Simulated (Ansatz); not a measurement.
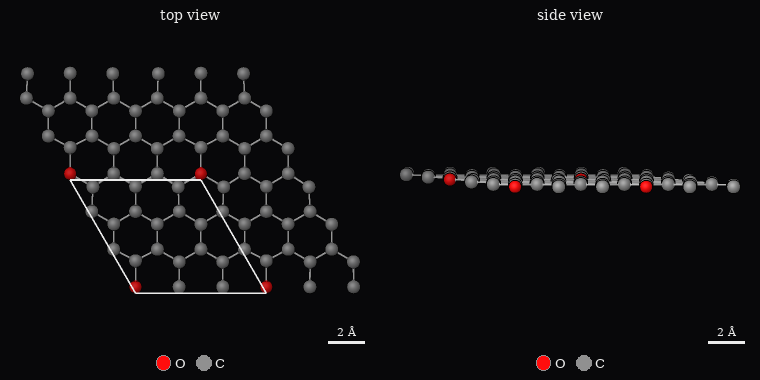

Monolayer carbon (graphene) with one O in place of C in a 3 × 3 cell, seen from above and from the side.

All numbers here come from DFT PBE+D3(BJ), scalar-relativistic, plane waves, PAW (Ansatz). Cutoff 600 eV, 9 × 9 k-points, Gaussian smearing 0.05 eV, dipole correction. The defects repeat every 7.4 Å and interact, so states at the Fermi level and the work function belong to this dense array. No spin polarisation (the relaxation was started with spin and lost its moment; a magnetic state may still lie lower). The sheet stays flat, as its symmetry was kept; a buckled form may lie lower. The run couldn't confirm all of its levels under its output density.

Tersoff–Hamann simulation (s-wave tip); biases are sample biases. Bias windows are sharp sums over the levels of the k mesh.

Input file:

```yaml
crystal:
  lattice:
    - [7.3974391349, 0.0, 0.0]
    - [-3.6987195674, 6.4058367027, 0.0]
    - [0.0, 0.0, 17.0]
  atoms:
    - { symbol: O, position: [0.0277770278, 0.0555540556, 0.4999999655] }
    - { symbol: C, position: [0.0267254408, 0.3880272757, 0.5000000021] }
    - { symbol: C, position: [0.0267251391, 0.7220272812, 0.5000000012] }
    - { symbol: C, position: [0.3613058659, 0.0566081925, 0.5000000027] }
    - { symbol: C, position: [0.3613018349, 0.3880272757, 0.5000000021] }
    - { symbol: C, position: [0.3611103309, 0.7222206617, 0.5000000081] }
    - { symbol: C, position: [0.6953023266, 0.0566081925, 0.5000000027] }
    - { symbol: C, position: [0.6944444361, 0.3888888722, 0.4999999967] }
    - { symbol: C, position: [0.6953021421, 0.7220272812, 0.5000000012] }
    - { symbol: C, position: [0.1441135854, 0.2882271709, 0.5000000023] }
    - { symbol: C, position: [0.1397326547, 0.6115326169, 0.5000000063] }
    - { symbol: C, position: [0.1441181033, 0.9392194981, 0.5000000018] }
    - { symbol: C, position: [0.4734729414, 0.2784050446, 0.4999999977] }
    - { symbol: C, position: [0.4717999623, 0.6115326169, 0.5000000063] }
    - { symbol: C, position: [0.4718018379, 0.9436036758, 0.5000000077] }
    - { symbol: C, position: [0.8049321032, 0.2784050446, 0.4999999977] }
    - { symbol: C, position: [0.8049328729, 0.6098657458, 0.4999999961] }
    - { symbol: C, position: [0.7951013947, 0.9392194981, 0.5000000018] }
basis:
  ecutwfc: 600.0
  fft_grid_basis: typed
kpoints:
  mp_grid: { grid: [9, 9, 1] }
hamiltonian:
  xc: pbe
  dispersion: d3bj
  pseudopotentials: { kind: paw }
scf:
  occupations: { method: gaussian, width: 0.05 }
output:
  forces: true
  eigenvalues: true
  band_densities:
    - { e_range: [-2.0, -1.0] }
    - { e_range: [-1.0, -0.5] }
    - { e_range: [-0.5, -0.25] }
    - { e_range: [-0.25, 0.0] }
    - { e_range: [0.0, 0.25] }
    - { e_range: [0.25, 0.5] }
    - { e_range: [0.5, 1.0] }
    - { e_range: [1.0, 1.5] }
  band_residual_tolerance: 1.0e-05
  write_potential: true
  elf: true
  write_density: true
  volumetric_format: npy
efield:
  axis: 3
  dipole_correction: true
  ramp_width: 0.04
checkpoint:
  read: start.run
  write: ck
  compress: false
  write_wavefunctions: false
  write_every: 100000
```

Command:

```sh
ansatz run input.yaml --threads 2 --pin off --max-ram 4423MiB --backend cpu --events-out ev --progress --plain --runs-dir out
```

This step took 3.3 min on 2 threads of Intel(R) Xeon(R) Platinum 8259CL CPU @ 2.50GHz (Skylake/Cascade Lake), on a shared host, peak memory 2.2 GiB; the relaxation before it isn't counted.

Question: Describe the constant-current image at a set point of 6.3 × 10⁻⁸ e/Å³ at a sample bias of −1.00 V.

Answer: The brightest spots lie over the O dopant; the darkest points are over some of the C atoms away from the dopant. The corrugation is 1.8 Å at a mean tip height of 4.8 Å. So deep a corrugation comes from near-nodes of the density, which a real tip partly fills in.

The computed image, with the atoms seen from above drawn over one corner (deeper ones smaller):

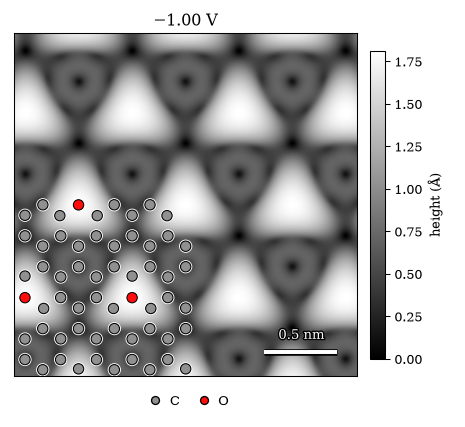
